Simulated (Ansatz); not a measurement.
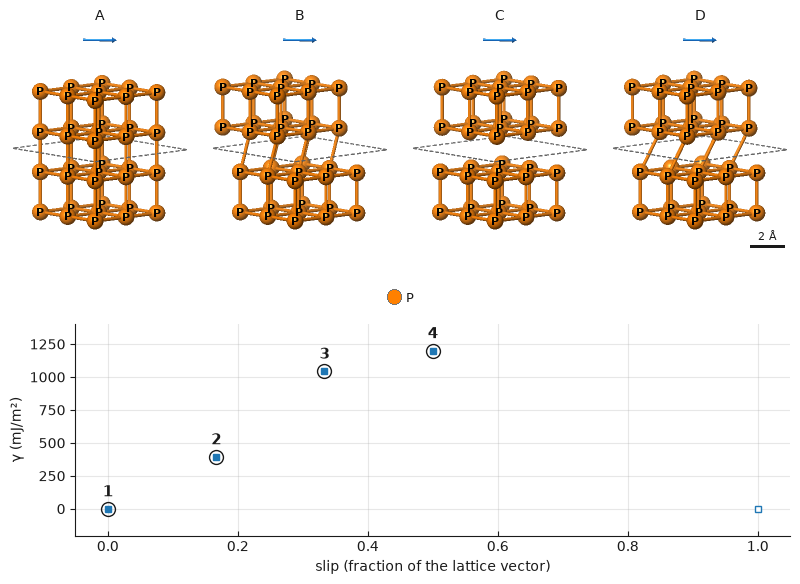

A scan of a crystal of P (P4/mmm): the crystal above a cut along the (0 0 1) plane of the conventional cell (between a plane of P below and one of P above, 2.40 Å apart) is slid rigidly by fractions of an in-plane lattice vector 3.44 Å long (a generalised stacking fault). One cut stands in each cell, which starts 9.6 Å high; nothing is relaxed, and the dashed outline marks the cut, the arrow on top the direction of slip. The frames are shuffled; the numbered points of the plot belong to them. Hollow markers are points alike by symmetry, not computed again. The picture is a ball-and-stick view of the layers on both sides of the cut, seen from the side, nearly along the cut plane.

The calculation used DFT PBEsol, scalar-relativistic, plane waves, PAW (Ansatz 0.2.0). Settings: plane-wave cutoff 420 eV; k-point mesh 24 × 24 × 6; occupations gaussian; smearing width 0.15 eV; no spin polarisation. Energies (free energies at the smearing named) are counted from the relaxed crystal.

### Which frame belongs to which numbered point?

Point 1 is frame A (the slip 0.00, 0 mJ/m²); 2 is frame B (the slip 0.167, 395 mJ/m²); 3 is frame D (the slip 0.333, 1044 mJ/m²); 4 is frame C (the slip 0.50, 1200 mJ/m²). The curve starts and ends at zero, since a full lattice vector restores the crystal. Its highest computed point is 1200 mJ/m² at slip 0.50. The points are too sparse to place its extrema closely. Relaxation across the fault would lower the values.
